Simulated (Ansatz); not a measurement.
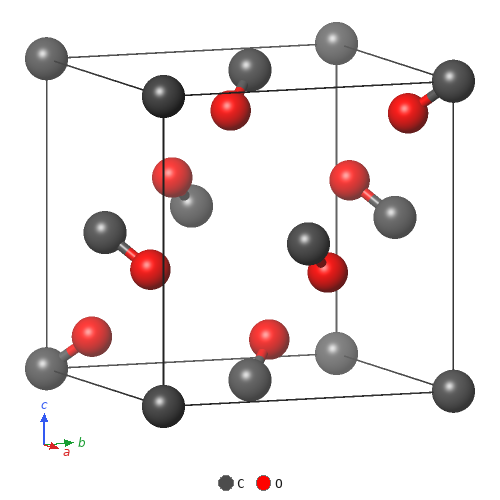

The system is CO₂ (Pa-3, No. 205; 12 atoms in the cell); the picture shows the reference structure. The energy is mapped over two homogeneous strains (x, y and z along the cube axes). Coordinates scanned: (1) engineering shear strain xz; (2) normal strain along z. Nothing is relaxed (fractional coordinates fixed). The grid has 9 × 9 points; 45 points were computed and 36 follow by symmetry. Points are written as (first, second). All energies are given in meV/atom relative to the lowest grid point. These are results of DFT PBE, scalar-relativistic, plane waves, PAW in Ansatz, not measurements. Settings: cutoff 520 eV, k-mesh 4×4×4, gaussian smearing 0.05 eV, no spin polarisation.

Its coordinates:

```yaml
crystal:
  lattice:
    - [6.05774, 0.00000, 0.00000]
    - [0.00000, 6.05774, 0.00000]
    - [0.00000, 0.00000, 6.05774]
  atoms:
    - { symbol: C, position: [0.00000, 0.00000, 0.00000] }
    - { symbol: C, position: [0.50000, 0.00000, 0.50000] }
    - { symbol: C, position: [0.50000, 0.50000, 0.00000] }
    - { symbol: C, position: [0.00000, 0.50000, 0.50000] }
    - { symbol: O, position: [0.11148, 0.11148, 0.11148] }
    - { symbol: O, position: [0.38852, 0.88852, 0.61148] }
    - { symbol: O, position: [0.61148, 0.38852, 0.88852] }
    - { symbol: O, position: [0.88852, 0.61148, 0.38852] }
    - { symbol: O, position: [0.88852, 0.88852, 0.88852] }
    - { symbol: O, position: [0.61148, 0.11148, 0.38852] }
    - { symbol: O, position: [0.38852, 0.61148, 0.11148] }
    - { symbol: O, position: [0.11148, 0.38852, 0.61148] }
```

Range: engineering shear strain xz from −30.0 to 30.0 %; normal strain along z from −4 to 4 %.

> Predict the map.

The lowest grid point is at (0.0 %, 0 %). The highest grid point, (−30.0 %, −4 %), lies 539 meV/atom above the lowest. The gap on the k-mesh is 6.6 eV at the lowest point and runs from 6.0 to 6.7 eV over the map.

| normal strain along z ↓, engineering shear strain xz → | −30.0 | −22.5 | −15.0 | −7.5 | 0.0 | 7.5 | 15.0 | 22.5 | 30.0 |
| --- | --- | --- | --- | --- | --- | --- | --- | --- | --- |
| 4 | 454 | 256 | 118 | 36 | 8 | 36 | 118 | 256 | 454 |
| 3 | 460 | 258 | 117 | 33 | 5 | 33 | 117 | 258 | 460 |
| 2 | 468 | 262 | 117 | 31 | 2 | 31 | 117 | 262 | 468 |
| 1 | 477 | 266 | 118 | 30 | 1 | 30 | 118 | 266 | 477 |
| 0 | 487 | 271 | 120 | 30 | 0 | 30 | 120 | 271 | 487 |
| −1 | 498 | 278 | 123 | 31 | 1 | 31 | 123 | 278 | 498 |
| −2 | 511 | 285 | 127 | 33 | 2 | 33 | 127 | 285 | 511 |
| −3 | 524 | 294 | 132 | 37 | 5 | 37 | 132 | 294 | 524 |
| −4 | 539 | 304 | 139 | 41 | 9 | 41 | 139 | 304 | 539 |

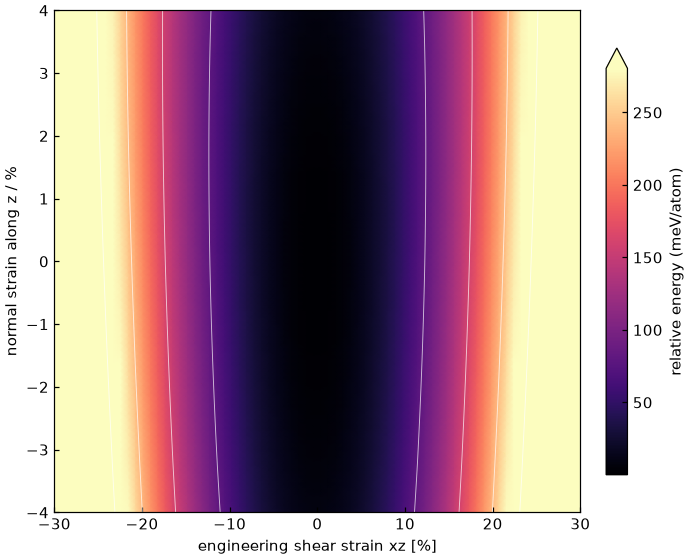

Drawn: a smooth colour map with a few white contour lines, one colour for all values above the top of the scale. Between grid points the surface is interpolated.

Each point was launched as `ansatz run input.yaml --threads 2 --pin off --max-ram 4096MiB --backend cpu --events-out ev --progress --plain --runs-dir out`. The whole map (45 points run) took 3.6 min on 2 threads of Intel(R) Xeon(R) 6975P-C (Granite Rapids), with other jobs on the host.
